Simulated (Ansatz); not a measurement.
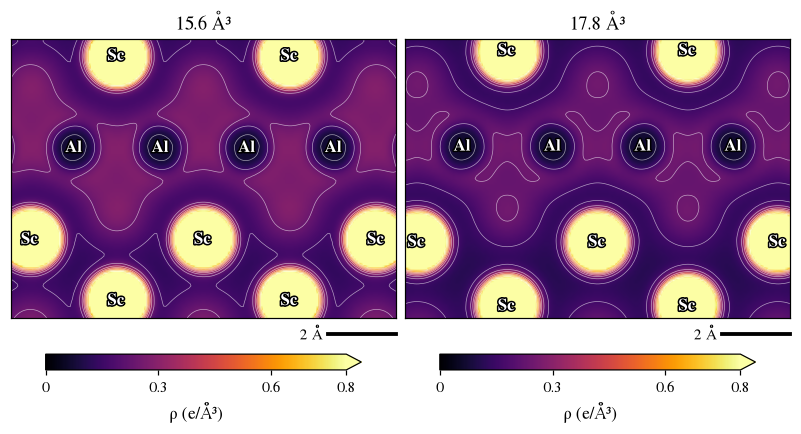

ScAl$_{2}$. The valence pseudo-density of cells scaled evenly to different volumes (given per atom above each panel), on the (011̄) plane of each (indices in the axes of the cell below), at one length scale and on one colour scale.

A structure from a database of computed crystals, not necessarily the ambient phase.

Computed with Ansatz 0.2.0, DFT PBEsol, scalar-relativistic, plane waves, PAW.

Core electrons are frozen (PAW), and the valence fields are smoothed inside the atomic spheres.

The largest cell:

```cif
data_structure
_symmetry_space_group_name_H-M 'P 1'
_symmetry_Int_Tables_number 1
_cell_length_a 5.3223
_cell_length_b 5.3223
_cell_length_c 5.3223
_cell_angle_alpha 60.000
_cell_angle_beta 60.000
_cell_angle_gamma 60.000
_cell_volume 106.60
loop_
_atom_site_label
_atom_site_type_symbol
_atom_site_fract_x
_atom_site_fract_y
_atom_site_fract_z
_atom_site_occupancy
Sc1 Sc 0.50000 0.50000 0.50000 1
Sc2 Sc 0.75000 0.75000 0.75000 1
Al1 Al 0.12500 0.12500 0.12500 1
Al2 Al 0.62500 0.12500 0.12500 1
Al3 Al 0.12500 0.62500 0.12500 1
Al4 Al 0.12500 0.12500 0.62500 1
```

| volume (Å³/atom) | Al–Al contact in the plane (Å) | ρ at its midpoint (e/Å³) | pressure (GPa) | 
| --- | --- | --- | --- |
| 15.64 | 2.550 | 0.289 | 15.2 | 
| 16.17 | 2.579 | ? | ? | 
| 17.77 | 2.661 | 0.252 | 0.0 | 

Question: Estimate the missing row, and compare with the calculation.

Answer: Over the known rows ln ρ falls by 1.23 per Å of Al–Al distance (the line through the two), which gives 0.279 e/Å³ at 2.579 Å; the calculation gives 0.279 e/Å³. For the pressure, a straight line in volume between the neighbouring rows gives 11.4 GPa; the calculation gives 10.5, lower because pressure rises ever faster on compression.
